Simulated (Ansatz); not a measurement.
Consider MgS.

Space group F-43m. The cell comes from a database of computed structures, not from a measurement.

```
CELL_PARAMETERS angstrom
5.66624 0.00000 0.00000
0.00000 0.00000 -5.66624
0.00000 5.66624 0.00000
ATOMIC_POSITIONS crystal
Mg 0.50000 0.50000 0.00000
Mg 0.00000 0.50000 0.50000
Mg 0.00000 0.00000 0.00000
Mg 0.50000 0.00000 0.50000
S 0.75000 0.75000 0.25000
S 0.25000 0.75000 0.75000
S 0.25000 0.25000 0.25000
S 0.75000 0.25000 0.75000
```

All numbers below come from DFT PBE, scalar-relativistic, plane waves, PAW (Ansatz).

Question: What makes up the frontier states of this crystal?

Answer: It is gapped, with a Kohn–Sham gap of 3.5 eV on the k-point mesh.
- The top of the valence band: S 3p (over 95 %) by Löwdin projection on a minimal orbital set; in space S over 95 % and Mg little.
- The bottom of the conduction band: Mg 3s (60 %), S 3s (30 %) and S 3p (10 %) by Löwdin projection on a minimal orbital set; in space S about 90 % and Mg about 10 %. The two measures disagree here: the projection uses a minimal set of atomic orbitals, while the spatial cells share out diffuse density by volume.

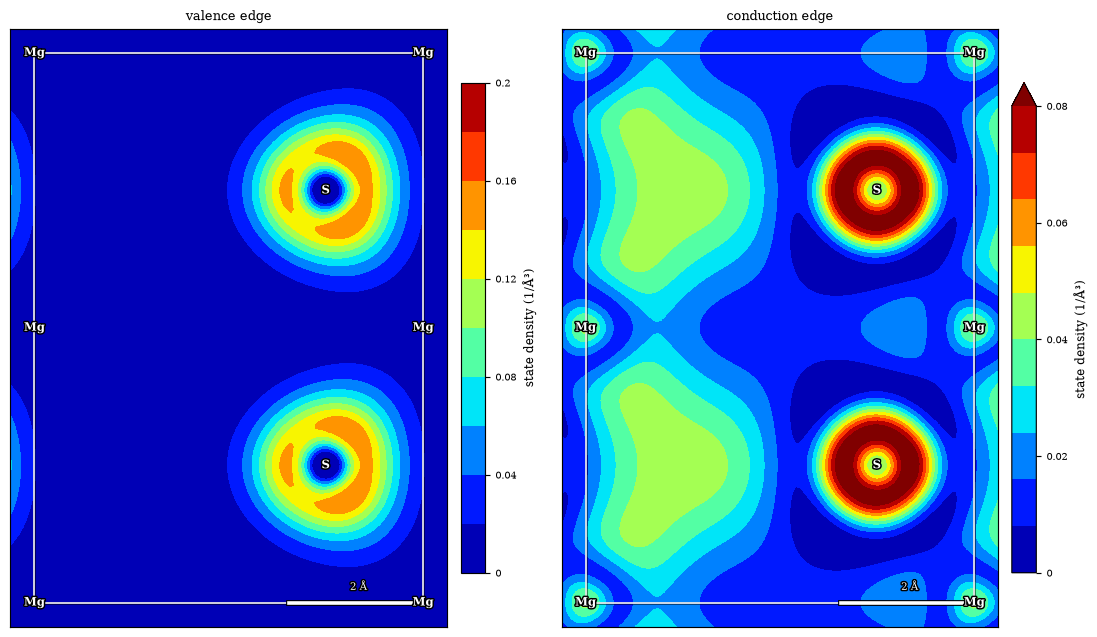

Computed densities of these states (windows −0.6 to 0.0 eV and +3.5 to +4.1 eV about the valence-band maximum) on the (101) plane of the conventional cell.

Core electrons are frozen (PAW), so the fields are smoothed inside the atomic spheres.

The run took 5.6 s on 1 thread of Arm Neoverse N1 (shared host), peak memory 0.29 GiB.
